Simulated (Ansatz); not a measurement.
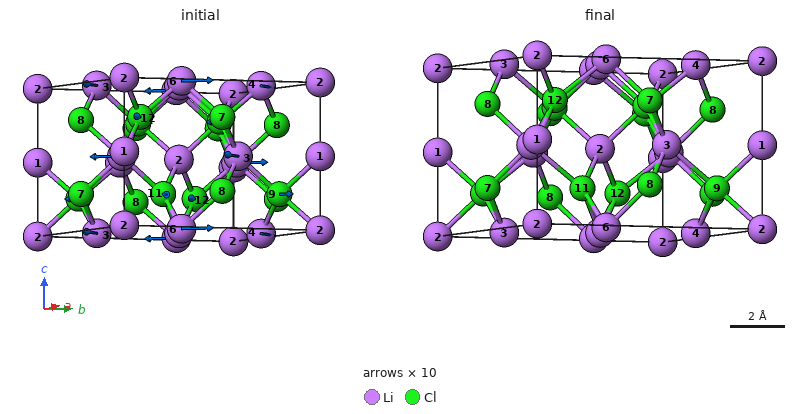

The structure of crystalline LiCl (a generated structure, set up in I-4c2) (coarse preliminary run) before (left) and after (right) a relaxation, at one scale. The blue arrows give the displacements (the part carried along by the change of the cell is left out), 10 times their true length.

A ball-and-stick model of the conventional cell (2 times the calculation's cell), seen from a free direction. Lengths and directions refer to the drawn axes.

These are results of Ansatz, DFT PBE, scalar-relativistic, plane waves, PAW, not measurements. Settings: plane-wave cutoff 420 eV; k-point mesh 4 × 4 × 4; occupations gaussian; smearing width 0.1 eV; no spin polarisation; cell and atoms relaxed; force threshold 0.04 eV/Å; at most 70 steps.

What changed between the two?

The largest moves relative to the cell, 0.13 Å, are those of Li atoms. By element the largest moves are Li 0.13 Å, Cl 0.06 Å. The volume changes by +50.3 %, with a = b 7.975 → 9.164 Å (+14.9 %), c 5.511 → 6.274 Å (+13.8 %). Some distances before and after: Cl–Li 2.177 → 2.598 Å, Cl–Cl 2.756 → 3.137 Å, Cl–Li 2.133 → 2.396 Å, Cl–Li 2.133 → 2.343 Å. Among the angles between lasting bonds that change: Cl–Li–Cl 113.6° → 109.5°, Cl–Li–Cl 80.5° → 84.1°, Li–Cl–Li 99.5° → 95.9°. The space group stays I-4c2 (No. 120). The energy falls by 341 meV per atom in 5 accepted moves (6 points after the start). Largest force component: 0.073 eV/Å at the start, 0.0028 eV/Å at the end. The pressure goes from 21.15 to 0.20 GPa. At 1 point the geometry stayed and the basis and grid were re-selected for the new cell (energy shift of 2.6 meV per atom at most each time). The run took 55 s on 1 thread of Arm Neoverse V2, with other jobs on the host, peak memory 0.46 GiB.
